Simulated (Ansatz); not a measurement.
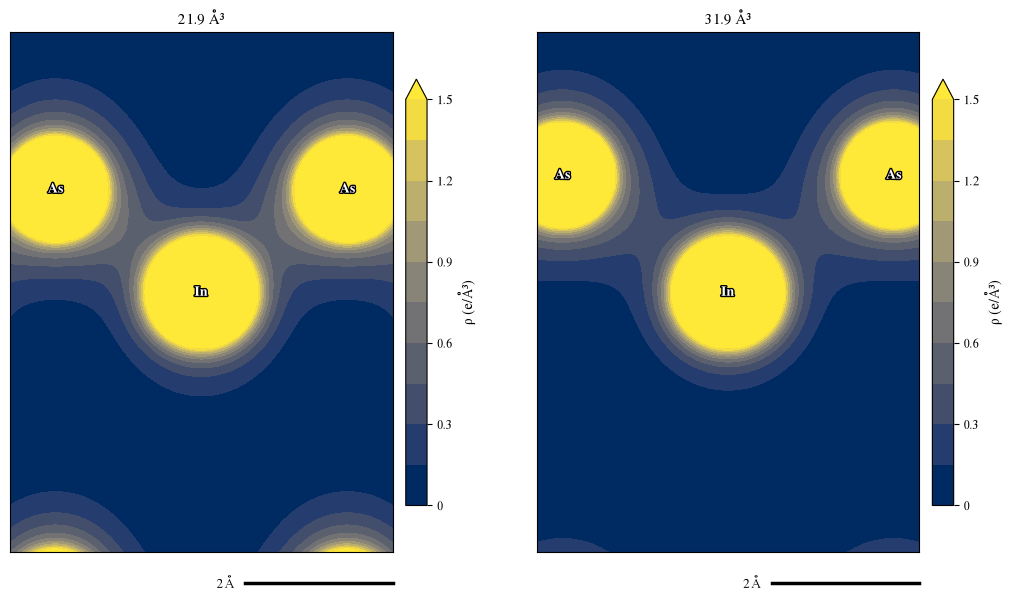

InAs. The valence charge density (pseudo) of cells scaled evenly to different volumes (given per atom above each panel), on the (11̄0) plane of each (indices in the axes of the cell below), at one length scale and on one colour scale.

A structure from a database of computed crystals, not necessarily the ambient phase.

Method: DFT PBE, scalar-relativistic, plane waves, PAW (Ansatz 0.2.0).

The density is the valence pseudo-density of a PAW calculation; it isn't the true density close to the nuclei.

The largest cell:

```
In As
1.0
     0.00000    3.17128    3.17128
     3.17128    0.00000    3.17128
     3.17128    3.17128    0.00000
In As
1 1
Cartesian
  4.7569 4.7569 4.7569
  0.0000 0.0000 0.0000
```

| volume (Å³/atom) | In–As contact in the plane (Å) | ρ at its midpoint (e/Å³) | pressure (GPa) | 
| --- | --- | --- | --- |
| 21.86 | 2.421 | 0.565 | 30.0 | 
| 29.62 | 2.680 | ? | ? | 
| 31.89 | 2.746 | 0.344 | −3.0 | 

> Estimate the missing row, and compare with the calculation.

Over the known rows ln ρ falls by 1.53 per Å of In–As distance (the line through the two), which gives 0.380 e/Å³ at 2.680 Å; the calculation gives 0.381 e/Å³. For the pressure, a straight line in volume between the neighbouring rows gives 4.5 GPa; the calculation gives 0.0, lower because pressure rises ever faster on compression.
